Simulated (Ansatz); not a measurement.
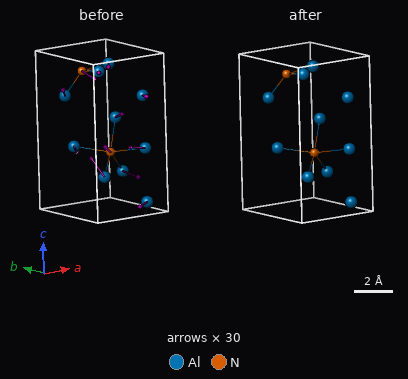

The structure of solid Al5N (a generated structure, set up in P1) before (left) and after (right) a relaxation, at one scale. The purple arrows give the displacements (the part carried along by the change of the cell is left out), magnified 30 times.

The picture is a ball-and-stick view of the cell of the calculation, seen from a free direction.

Method: DFT PBE, scalar-relativistic, plane waves, PAW in Ansatz 0.2.0. Set-up: plane-wave cutoff 420 eV; k-point mesh 8 × 8 × 6; occupations gaussian; smearing width 0.1 eV; no spin polarisation; cell and atoms relaxed; force threshold 0.01 eV/Å; at most 80 steps.

Question: What changed between the two?

Answer: Over 5 accepted moves (7 points after the start) the energy falls by 2.8 meV per atom. Largest force component: 0.093 eV/Å at the start, 0.0035 eV/Å at the end. The pressure goes from 0.10 to 0.01 GPa. The line search rejected the trial step at point 3 of the run. At 1 point the geometry stayed and the basis and grid were re-selected for the new cell (energy shift of 0.1 meV per atom at most each time). The atom that moves furthest relative to the cell is an Al atom (0.047 Å along [−1 2 2]). By element the largest moves are Al 0.047 Å, N 0.043 Å. The drawn cell changes as follows: a 4.727 → 4.761 Å (+0.7 %), b 4.959 → 5.032 Å (+1.5 %), c 8.459 → 8.298 Å (−1.9 %), α 87.3° → 87.8°, β 89.3° → 88.9°, γ 89.7° → 90.4°; the volume changes by +0.3 %. Some distances before and after: Al–N 2.082 → 2.053 Å, Al–N 2.002 → 2.030 Å, Al–N 1.962 → 1.970 Å, Al–N 1.877 → 1.872 Å. Among the angles between lasting bonds that change: Al–N–Al 131.7° → 133.7°. The space group stays P1 (No. 1).
